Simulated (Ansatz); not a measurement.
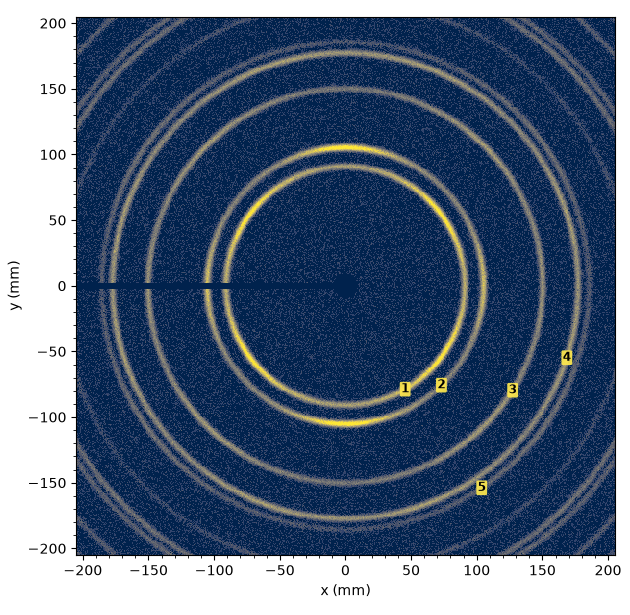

Simulated X-ray powder rings on a flat area detector normal to the beam: λ = 0.3100 Å, sample-to-detector distance 680 mm, axes in mm from the beam centre, for a sample with fibre texture (March–Dollase model, fibre axis vertical in the picture). Kinematic intensities with B = 0.3 Å² for all atoms, without absorption; brightness goes as intensity to the power 0.4, clipped at the top, with counting noise. Reflections closer than the ring width show as one ring.

The sample is Al, space group Fm-3m, a = 4.042 Å, b = 4.042 Å, c = 4.042 Å, α = 90.00°, β = 90.00°, γ = 90.00°. It is based on the input geometry of an electronic-structure calculation (not necessarily at equilibrium).

### Give radius, d-spacing and indices of the numbered rings.

```
ring    radius  2θ (°)  d (Å)  hkl
   1   90.9 mm    7.62   2.33  111
   2  105.2 mm    8.80   2.02  200
   3  150.2 mm   12.45  1.429  220
   4  177.3 mm   14.61  1.219  311
   5  185.6 mm   15.27  1.167  222
```

### Which lattice planes lie preferentially normal to the fibre axis?

The (2 0 0) planes: ring 2 is concentrated at the top and bottom of the pattern (March parameter 0.45).
